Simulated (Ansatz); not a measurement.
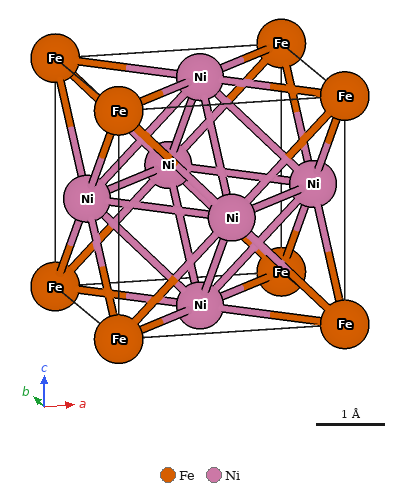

The input geometry (ball-and-stick view of the cell of the calculation, seen slightly off an axis). Near neighbours in the crystal (not all of them lie inside the picture): Fe has 12 Ni at 2.47 Å; Ni has 4 Fe at 2.47 Å and 8 Ni at 2.47 Å.

# FeNi$_{3}$: elastic-constant calculation (part 1 of 2)

- system: FeNi$_{3}$ (Pm-3m, 4 atoms in the cell)
- method: DFT, PBEsol, all-electron LAPW, scalar-relativistic; elastic constants from stresses of strained cells, spin-polarised (Ansatz 0.2.0)

The structure derives from an entry of the Crystallography Open Database. Figures and captions count atoms from 1; the log counts them from 0 in places.

Output:
```
LAPW: plane waves up to 9.452 Å⁻¹, error target 1.0e-3 eV per atom; small_component_spin mean_spin; Fe in spheres of 1.196 Å, 16 of its electrons in bands, Dirac shells []; Ni in spheres of 1.196 Å, 18 of its electrons in bands, Dirac shells [] (how accurate: hamiltonian.pseudopotentials.lapw.basis_error, Limitations)
Engine: ansatz 0.2.0, aarch64-unknown-linux-gnu
Pseudopotentials: kind: all_electron
Pseudopotential: Fe, LAPW, valence charge 16, lapw/all_electron/scalar/gaussian/Fe, Koelling and Harmon's equation, gaussian nucleus
Pseudopotential: Ni, LAPW, valence charge 18, lapw/all_electron/scalar/gaussian/Ni, Koelling and Harmon's equation, gaussian nucleus
Functional definition: PBEsol
  exchange = pbesol_x
  correlation = pbesol_c
Crystal: 4 atoms, lattice volume = 42.438 Å³
Basis set: ecut = 340.35490366792294 eV, 619 PW (Γ), exchange–correlation at level 2
Bands: 45, of which v1, the nominal top of the filled ones, is band 35 counted from 1 (34 counted from 0)
Symmetry: 48 space group operations
Space group: Pm-3m (ITA 221), of the structure as read, at distance tolerance 3.5e-5 Å
Magnetic group: BNS 221.92 (UNI 1594), of the structure as read, at distance tolerance 3.5e-5 Å
k-points: 56 of 1000
Non-local potential: Fe, projectors of the file, none
Non-local potential: Ni, projectors of the file, none
Initial density: superposition of atomic densities (chi_scale 0.1, normalization cell)
Starting moments: Σ|m| = 4.9 μB on 4 of 4 sites
Initial wavefunctions: plane waves of lowest kinetic energy (no species holds an atomic orbital)
Functional: x = pbesol(κ = 0.804, μ = 0.12345679012345678), c = pbesol(β = 0.046)
SCF 1 converged in 11 iterations: F = -158647.195488 eV  dr2 = 1.66e-8
a single point of the input's cell can leave the moments in the input for a lower state (scf.lower_state_search): this run first made a single point of its cell. This run's own SCFs start from the density of the state that the single point found, with the moments in the input. The single point stayed on the moments in the input.
Initial density: read from a saved state, or passed on in memory by an earlier SCF of this step, an earlier step, the calling program or the single point that the run made first
Stability of the state it starts from, as read at its close in the collinear treatment: not read negative (Ritz values of 1 − χ₀K, real part plus size of imaginary part, from 0.69 to 0.80, by its mixing steps under the symmetry group of the SCF that read it); its run was given moments
Starting moments: Σ|m| = 4.9 μB on 4 of 4 sites; this step starts from the density that it was given
iter 1 solved again at ethr=5.85e-9 eV; its pass at ethr=1.00e-1 eV (dr2=4.10e-6 eV) is discarded
SCF iter   1: F=—  HF=-158647.195488 eV  |F-HF|=—  |Δ(HF+E_count)|=         —  Δρ=3.88e-7 (↑3.88e-7 ↓3.30e-7)  dr2=4.57e-10  dr2_m=2.07e-12  M=4.720 μB ∫|m|=5.139 μB  β_m=0.65  ethr=5.85e-9  ⟨swp⟩=6.1  Hψ=48572  notcnv=0
the basis was enlarged: its passes take 1.5 MiB over the memory plan, 2 of 2 planned eigensolver slots
preconditioner: auto → none  [metal: Δε(μ)=0.004 eV  Ē_g=9.030 eV  σ=0.050 eV  W_gap=0.02  n_scr=6 (ndim 8)  ℏωp=35.1 eV  f_vac=0.000  D(μ)=2.83/eV (n_scr^D=26)]
SCF iter   2: F=—  HF=-158647.195488 eV  |F-HF|=—  |Δ(HF+E_count)|=   2.47e-9  Δρ=2.59e-7 (↑2.59e-7 ↓1.21e-7)  dr2=1.01e-10  dr2_m=3.16e-12  M=4.720 μB ∫|m|=5.139 μB  β_m=0.34  ethr=3.25e-12 (applied; sched 1.00e-12)  ⟨swp⟩=3.2  Hψ=17663  notcnv=0
SCF iter   3: F=—  HF=-158647.195488 eV  |F-HF|=—  |Δ(HF+E_count)|=  1.16e-10  Δρ=9.53e-8 (↑9.53e-8 ↓8.40e-8)  dr2=1.08e-11  dr2_m=5.58e-13  M=4.720 μB ∫|m|=5.139 μB  β_m=0.57  ethr=2.43e-12 (applied; sched 1.00e-12)  ⟨swp⟩=2.0  Hψ=14118  notcnv=0
SCF iter   4: F=—  HF=-158647.195488 eV  |F-HF|=—  |Δ(HF+E_count)|=    0.00e0  Δρ=3.22e-8 (↑1.58e-8 ↓3.22e-8)  dr2=3.00e-13  dr2_m=1.55e-13  M=4.720 μB ∫|m|=5.139 μB  β_m=0.61  ethr=2.43e-12 (applied; sched 1.00e-12)  ⟨swp⟩=2.0  Hψ=14118  notcnv=0
SCF iter   5: F=—  HF=-158647.195488 eV  |F-HF|=—  |Δ(HF+E_count)|=    0.00e0  Δρ=2.23e-8 (↑1.05e-8 ↓2.23e-8)  dr2=2.24e-13  dr2_m=8.07e-14  M=4.720 μB ∫|m|=5.139 μB  β_m=0.62  ethr=2.43e-12 (applied; sched 1.00e-12)  ⟨swp⟩=2.0  Hψ=14118  notcnv=0
SCF iter   6: F=—  HF=-158647.195488 eV  |F-HF|=—  |Δ(HF+E_count)|=    0.00e0  Δρ=1.27e-8 (↑1.24e-8 ↓1.27e-8)  dr2=8.86e-14  dr2_m=2.84e-14  M=4.720 μB ∫|m|=5.139 μB  β_m=0.75  ethr=2.43e-12 (applied; sched 1.00e-12)  ⟨swp⟩=2.0  Hψ=14118  notcnv=0
SCF iter   7: F=—  HF=-158647.195488 eV  |F-HF|=—  |Δ(HF+E_count)|=  1.75e-10  Δρ=4.46e-9 (↑2.48e-9 ↓4.46e-9)  dr2=6.21e-15  dr2_m=3.48e-15  M=4.720 μB ∫|m|=5.139 μB  β_m=0.87  ethr=2.43e-12 (applied; sched 1.00e-12)  ⟨swp⟩=2.0  Hψ=14118  notcnv=0
SCF iter   8: F=—  HF=-158647.195488 eV  |F-HF|=—  |Δ(HF+E_count)|=  5.82e-11  Δρ=1.93e-9 (↑7.72e-10 ↓1.93e-9)  dr2=3.31e-15  dr2_m=5.07e-16  M=4.720 μB ∫|m|=5.139 μB  β_m=0.93  ethr=2.43e-12 (applied; sched 1.00e-12)  ⟨swp⟩=2.0  Hψ=14118  notcnv=0
SCF iter   9: F=-158647.195488 eV  HF=-158647.195488 eV  |F-HF|=5.82e-11  |Δ(HF+E_count)|=  5.82e-11  Δρ=1.44e-9 (↑2.38e-10 ↓1.44e-9)  dr2=1.99e-15  dr2_m=1.64e-16  M=4.720 μB ∫|m|=5.139 μB  ethr=2.43e-12 (applied; sched 1.00e-12)  ⟨swp⟩=2.0  Hψ=14118  notcnv=0
SCF 2 converged in 9 iterations: F = -158647.195488 eV  dr2 = 1.99e-15
Crystal: 4 atoms, lattice volume = 42.225 Å³
Basis set: ecut = 341.4941682712298 eV, 619 PW (Γ), exchange–correlation at level 2
Symmetry: 16 space group operations
k-points: 126 of 1000
Initial density: handed on by an earlier stage of this run
Initial wavefunctions: plane waves of lowest kinetic energy (no species holds an atomic orbital; no wavefunctions were taken with the density)
iter 1 solved again at ethr=3.30e-7 eV; its pass at ethr=1.00e-1 eV (dr2=2.31e-4 eV) is discarded
SCF iter   1: F=—  HF=-158647.194502 eV  |F-HF|=—  |Δ(HF+E_count)|=         —  Δρ=5.56e-4 (↑1.35e-4 ↓5.56e-4)  dr2=2.39e-4  dr2_m=3.11e-5  M=4.717 μB ∫|m|=5.132 μB  β_m=0.30  ethr=3.30e-7  ⟨swp⟩=4.8  Hψ=99022  notcnv=0
preconditioner: auto → Kerker (q_TF=auto, 2.968 Å⁻¹)  [metal: Δε(μ)=0.005 eV  Ē_g=9.067 eV  σ=0.050 eV  W_gap=0.02  n_scr=18 (ndim 8)  ℏωp=35.2 eV  f_vac=0.000  D(μ)=2.82/eV (n_scr^D=26)]
spin=Collinear: Kerker preconditioning applied to the charge; magnetization (m = ρ↑ − ρ↓) channel mixes plain (no charge-response kernel on spin).
SCF iter   2: F=—  HF=-158647.194863 eV  |F-HF|=—  |Δ(HF+E_count)|=   3.60e-4  Δρ=1.36e-3 (↑3.23e-4 ↓1.36e-3)  dr2=2.18e-3  dr2_m=1.12e-4  M=4.712 μB ∫|m|=5.128 μB  β_m=0.15  ethr=3.30e-7  ⟨swp⟩=2.0  Hψ=31779  notcnv=0  recentre
SCF iter   3: F=—  HF=-158647.194434 eV  |F-HF|=—  |Δ(HF+E_count)|=   4.29e-4  Δρ=3.38e-4 (↑9.57e-5 ↓3.38e-4)  dr2=7.91e-5  dr2_m=1.34e-5  M=4.716 μB ∫|m|=5.131 μB  β_m=0.16  ethr=3.30e-7  ⟨swp⟩=2.0  Hψ=31766  notcnv=0
iter 4 solved again at ethr=9.27e-9 eV; its pass at ethr=1.13e-7 eV (dr2=6.49e-6 eV) is discarded
SCF iter   4: F=—  HF=-158647.194419 eV  |F-HF|=—  |Δ(HF+E_count)|=   1.45e-5  Δρ=1.35e-4 (↑7.60e-5 ↓1.35e-4)  dr2=6.48e-6  dr2_m=3.39e-6  M=4.715 μB ∫|m|=5.130 μB  β_m=0.09  ethr=9.27e-9  ⟨swp⟩=2.0  Hψ=54485  notcnv=0
SCF iter   5: F=—  HF=-158647.194421 eV  |F-HF|=—  |Δ(HF+E_count)|=   2.14e-6  Δρ=6.89e-5 (↑6.89e-5 ↓6.58e-5)  dr2=7.01e-6  dr2_m=7.53e-7  M=4.715 μB ∫|m|=5.130 μB  β_m=0.17  ethr=9.26e-9  ⟨swp⟩=2.0  Hψ=31778  notcnv=0
SCF iter   6: F=—  HF=-158647.194423 eV  |F-HF|=—  |Δ(HF+E_count)|=   1.19e-6  Δρ=2.19e-5 (↑1.05e-5 ↓2.19e-5)  dr2=2.72e-7  dr2_m=5.81e-8  M=4.714 μB ∫|m|=5.129 μB  β_m=0.38  ethr=9.26e-9  ⟨swp⟩=2.0  Hψ=31778  notcnv=0
SCF iter   7: F=—  HF=-158647.194422 eV  |F-HF|=—  |Δ(HF+E_count)|=   3.05e-7  Δρ=2.74e-5 (↑7.65e-6 ↓2.74e-5)  dr2=5.67e-7  dr2_m=6.75e-8  M=4.714 μB ∫|m|=5.129 μB  β_m=0.38  ethr=3.89e-10  ⟨swp⟩=2.0  Hψ=31778  notcnv=0
SCF iter   8: F=—  HF=-158647.194422 eV  |F-HF|=—  |Δ(HF+E_count)|=   2.42e-7  Δρ=1.05e-5 (↑4.96e-6 ↓1.05e-5)  dr2=1.02e-7  dr2_m=1.19e-8  M=4.714 μB ∫|m|=5.129 μB  β_m=0.69  ethr=3.89e-10  ⟨swp⟩=2.0  Hψ=31778  notcnv=0
SCF iter   9: F=—  HF=-158647.194422 eV  |F-HF|=—  |Δ(HF+E_count)|=   1.10e-8  Δρ=7.74e-6 (↑1.45e-6 ↓7.74e-6)  dr2=4.06e-8  dr2_m=5.98e-9  M=4.714 μB ∫|m|=5.129 μB  β_m=0.84  ethr=1.46e-10  ⟨swp⟩=2.0  Hψ=31778  notcnv=0
SCF iter  10: F=—  HF=-158647.194422 eV  |F-HF|=—  |Δ(HF+E_count)|=   4.05e-9  Δρ=6.39e-6 (↑8.08e-7 ↓6.39e-6)  dr2=3.79e-8  dr2_m=3.19e-9  M=4.714 μB ∫|m|=5.129 μB  β_m=0.92  ethr=5.81e-11  ⟨swp⟩=2.0  Hψ=31778  notcnv=0
SCF iter  11: F=—  HF=-158647.194422 eV  |F-HF|=—  |Δ(HF+E_count)|=   5.91e-9  Δρ=1.15e-6 (↑4.27e-7 ↓1.15e-6)  dr2=1.36e-9  dr2_m=7.54e-11  M=4.714 μB ∫|m|=5.129 μB  β_m=0.64  ethr=5.41e-11  ⟨swp⟩=2.0  Hψ=31778  notcnv=0
SCF iter  12: F=—  HF=-158647.194422 eV  |F-HF|=—  |Δ(HF+E_count)|=   2.10e-9  Δρ=3.01e-7 (↑6.38e-8 ↓3.01e-7)  dr2=8.82e-11  dr2_m=6.98e-12  M=4.714 μB ∫|m|=5.129 μB  β_m=0.74  ethr=2.43e-12 (applied; sched 1.95e-12)  ⟨swp⟩=2.0  Hψ=31778  notcnv=0
SCF iter  13: F=—  HF=-158647.194422 eV  |F-HF|=—  |Δ(HF+E_count)|=  1.75e-10  Δρ=1.31e-7 (↑3.08e-8 ↓1.31e-7)  dr2=1.81e-11  dr2_m=1.20e-12  M=4.714 μB ∫|m|=5.129 μB  β_m=0.82  ethr=2.43e-12 (applied; sched 1.00e-12)  ⟨swp⟩=2.0  Hψ=31778  notcnv=0
SCF iter  14: F=—  HF=-158647.194422 eV  |F-HF|=—  |Δ(HF+E_count)|=  1.16e-10  Δρ=1.80e-8 (↑8.69e-9 ↓1.80e-8)  dr2=4.68e-13  dr2_m=1.33e-14  M=4.714 μB ∫|m|=5.129 μB  β_m=0.87  ethr=2.43e-12 (applied; sched 1.00e-12)  ⟨swp⟩=2.0  Hψ=31778  notcnv=0
SCF iter  15: F=—  HF=-158647.194422 eV  |F-HF|=—  |Δ(HF+E_count)|=  5.82e-11  Δρ=1.29e-8 (↑3.78e-9 ↓1.29e-8)  dr2=1.31e-13  dr2_m=1.20e-14  M=4.714 μB ∫|m|=5.129 μB  β_m=0.70  ethr=2.43e-12 (applied; sched 1.00e-12)  ⟨swp⟩=2.0  Hψ=31778  notcnv=0
SCF iter  16: F=-158647.194422 eV  HF=-158647.194422 eV  |F-HF|=5.82e-11  |Δ(HF+E_count)|=  1.75e-10  Δρ=5.20e-9 (↑4.27e-9 ↓5.20e-9)  dr2=2.31e-14  dr2_m=3.78e-16  M=4.714 μB ∫|m|=5.129 μB  ethr=2.43e-12 (applied; sched 1.00e-12)  ⟨swp⟩=2.0  Hψ=31778  notcnv=0
SCF 3 converged in 16 iterations: F = -158647.194422 eV  dr2 = 2.31e-14
Crystal: 4 atoms, lattice volume = 42.650 Å³
Basis set: ecut = 339.22509356008754 eV, 619 PW (Γ), exchange–correlation at level 2
iter 1 solved again at ethr=3.68e-7 eV; its pass at ethr=1.00e-1 eV (dr2=2.58e-4 eV) is discarded
SCF iter   1: F=—  HF=-158647.194497 eV  |F-HF|=—  |Δ(HF+E_count)|=         —  Δρ=5.52e-4 (↑1.36e-4 ↓5.52e-4)  dr2=2.40e-4  dr2_m=3.11e-5  M=4.724 μB ∫|m|=5.145 μB  β_m=0.30  ethr=3.68e-7  ⟨swp⟩=4.7  Hψ=98611  notcnv=0
preconditioner: auto → Kerker (q_TF=auto, 2.963 Å⁻¹)  [metal: Δε(μ)=0.002 eV  Ē_g=8.987 eV  σ=0.050 eV  W_gap=0.01  n_scr=18 (ndim 8)  ℏωp=35.1 eV  f_vac=0.000  D(μ)=2.86/eV (n_scr^D=26)]
spin=Collinear: Kerker preconditioning applied to the charge; magnetization (m = ρ↑ − ρ↓) channel mixes plain (no charge-response kernel on spin).
SCF iter   2: F=—  HF=-158647.194870 eV  |F-HF|=—  |Δ(HF+E_count)|=   3.73e-4  Δρ=1.39e-3 (↑3.20e-4 ↓1.39e-3)  dr2=2.30e-3  dr2_m=1.21e-4  M=4.728 μB ∫|m|=5.149 μB  β_m=0.15  ethr=3.44e-7  ⟨swp⟩=2.0  Hψ=31777  notcnv=0  recentre
SCF iter   3: F=—  HF=-158647.194428 eV  |F-HF|=—  |Δ(HF+E_count)|=   4.42e-4  Δρ=3.40e-4 (↑9.72e-5 ↓3.40e-4)  dr2=8.16e-5  dr2_m=1.37e-5  M=4.725 μB ∫|m|=5.146 μB  β_m=0.16  ethr=3.44e-7  ⟨swp⟩=2.0  Hψ=31783  notcnv=0
iter 4 solved again at ethr=9.87e-9 eV; its pass at ethr=1.17e-7 eV (dr2=6.91e-6 eV) is discarded
SCF iter   4: F=—  HF=-158647.194413 eV  |F-HF|=—  |Δ(HF+E_count)|=   1.49e-5  Δρ=1.37e-4 (↑7.72e-5 ↓1.37e-4)  dr2=6.91e-6  dr2_m=3.55e-6  M=4.726 μB ∫|m|=5.147 μB  β_m=0.09  ethr=9.87e-9  ⟨swp⟩=2.0  Hψ=54483  notcnv=0
SCF iter   5: F=—  HF=-158647.194416 eV  |F-HF|=—  |Δ(HF+E_count)|=   2.26e-6  Δρ=6.99e-5 (↑6.99e-5 ↓6.74e-5)  dr2=7.42e-6  dr2_m=7.95e-7  M=4.726 μB ∫|m|=5.147 μB  β_m=0.17  ethr=9.87e-9  ⟨swp⟩=2.0  Hψ=31778  notcnv=0
SCF iter   6: F=—  HF=-158647.194417 eV  |F-HF|=—  |Δ(HF+E_count)|=   1.25e-6  Δρ=2.11e-5 (↑1.05e-5 ↓2.11e-5)  dr2=2.02e-7  dr2_m=5.82e-8  M=4.727 μB ∫|m|=5.148 μB  β_m=0.37  ethr=9.87e-9  ⟨swp⟩=2.0  Hψ=31778  notcnv=0
SCF iter   7: F=—  HF=-158647.194416 eV  |F-HF|=—  |Δ(HF+E_count)|=   3.75e-7  Δρ=2.75e-5 (↑7.73e-6 ↓2.75e-5)  dr2=5.81e-7  dr2_m=6.96e-8  M=4.727 μB ∫|m|=5.148 μB  β_m=0.37  ethr=2.88e-10  ⟨swp⟩=2.0  Hψ=31778  notcnv=0
SCF iter   8: F=—  HF=-158647.194416 eV  |F-HF|=—  |Δ(HF+E_count)|=   2.62e-7  Δρ=1.08e-5 (↑5.06e-6 ↓1.08e-5)  dr2=1.08e-7  dr2_m=1.28e-8  M=4.727 μB ∫|m|=5.148 μB  β_m=0.69  ethr=2.88e-10  ⟨swp⟩=2.0  Hψ=31778  notcnv=0
SCF iter   9: F=—  HF=-158647.194416 eV  |F-HF|=—  |Δ(HF+E_count)|=   8.21e-9  Δρ=8.33e-6 (↑1.51e-6 ↓8.33e-6)  dr2=4.79e-8  dr2_m=6.95e-9  M=4.727 μB ∫|m|=5.148 μB  β_m=0.84  ethr=1.54e-10  ⟨swp⟩=2.0  Hψ=31778  notcnv=0
SCF iter  10: F=—  HF=-158647.194416 eV  |F-HF|=—  |Δ(HF+E_count)|=   4.13e-9  Δρ=6.89e-6 (↑8.74e-7 ↓6.89e-6)  dr2=4.54e-8  dr2_m=3.73e-9  M=4.727 μB ∫|m|=5.148 μB  β_m=0.92  ethr=6.85e-11  ⟨swp⟩=2.0  Hψ=31778  notcnv=0
SCF iter  11: F=—  HF=-158647.194416 eV  |F-HF|=—  |Δ(HF+E_count)|=   7.86e-9  Δρ=1.23e-6 (↑4.13e-7 ↓1.23e-6)  dr2=1.54e-9  dr2_m=9.15e-11  M=4.727 μB ∫|m|=5.148 μB  β_m=0.65  ethr=6.48e-11  ⟨swp⟩=2.0  Hψ=31778  notcnv=0
SCF iter  12: F=—  HF=-158647.194416 eV  |F-HF|=—  |Δ(HF+E_count)|=   1.51e-9  Δρ=2.97e-7 (↑5.76e-8 ↓2.97e-7)  dr2=8.63e-11  dr2_m=6.81e-12  M=4.727 μB ∫|m|=5.148 μB  β_m=0.75  ethr=2.43e-12 (applied; sched 2.19e-12)  ⟨swp⟩=2.0  Hψ=31778  notcnv=0
SCF iter  13: F=—  HF=-158647.194416 eV  |F-HF|=—  |Δ(HF+E_count)|=  2.91e-11  Δρ=1.42e-7 (↑2.99e-8 ↓1.42e-7)  dr2=2.16e-11  dr2_m=1.40e-12  M=4.727 μB ∫|m|=5.148 μB  β_m=0.80  ethr=2.43e-12 (applied; sched 1.00e-12)  ⟨swp⟩=2.0  Hψ=31778  notcnv=0
SCF iter  14: F=—  HF=-158647.194416 eV  |F-HF|=—  |Δ(HF+E_count)|=    0.00e0  Δρ=1.90e-8 (↑9.27e-9 ↓1.90e-8)  dr2=5.15e-13  dr2_m=1.63e-14  M=4.727 μB ∫|m|=5.148 μB  β_m=0.80  ethr=2.43e-12 (applied; sched 1.00e-12)  ⟨swp⟩=2.0  Hψ=31778  notcnv=0
SCF iter  15: F=—  HF=-158647.194416 eV  |F-HF|=—  |Δ(HF+E_count)|=  8.73e-11  Δρ=5.65e-9 (↑4.61e-9 ↓5.65e-9)  dr2=1.24e-14  dr2_m=2.09e-15  M=4.727 μB ∫|m|=5.148 μB  β_m=0.73  ethr=2.43e-12 (applied; sched 1.00e-12)  ⟨swp⟩=2.0  Hψ=31778  notcnv=0
SCF iter  16: F=—  HF=-158647.194416 eV  |F-HF|=—  |Δ(HF+E_count)|=    0.00e0  Δρ=6.84e-9 (↑4.35e-9 ↓6.84e-9)  dr2=4.05e-14  dr2_m=1.64e-15  M=4.727 μB ∫|m|=5.148 μB  β_m=0.55  ethr=2.43e-12 (applied; sched 1.00e-12)  ⟨swp⟩=2.0  Hψ=31778  notcnv=0
SCF iter  17: F=-158647.194416 eV  HF=-158647.194416 eV  |F-HF|=1.16e-10  |Δ(HF+E_count)|=  1.75e-10  Δρ=4.23e-9 (↑4.04e-9 ↓4.23e-9)  dr2=4.10e-15  dr2_m=1.42e-16  M=4.727 μB ∫|m|=5.148 μB  ethr=2.43e-12 (applied; sched 1.00e-12)  ⟨swp⟩=2.0  Hψ=31778  notcnv=0
SCF 4 converged in 17 iterations: F = -158647.194416 eV  dr2 = 4.10e-15
Crystal: 4 atoms, lattice volume = 42.437 Å³
Basis set: ecut = 340.35632182074113 eV, 619 PW (Γ), exchange–correlation at level 2
Symmetry: 8 space group operations
k-points: 186 of 1000
iter 1 solved again at ethr=5.75e-8 eV; its pass at ethr=1.00e-1 eV (dr2=4.02e-5 eV) is discarded
```
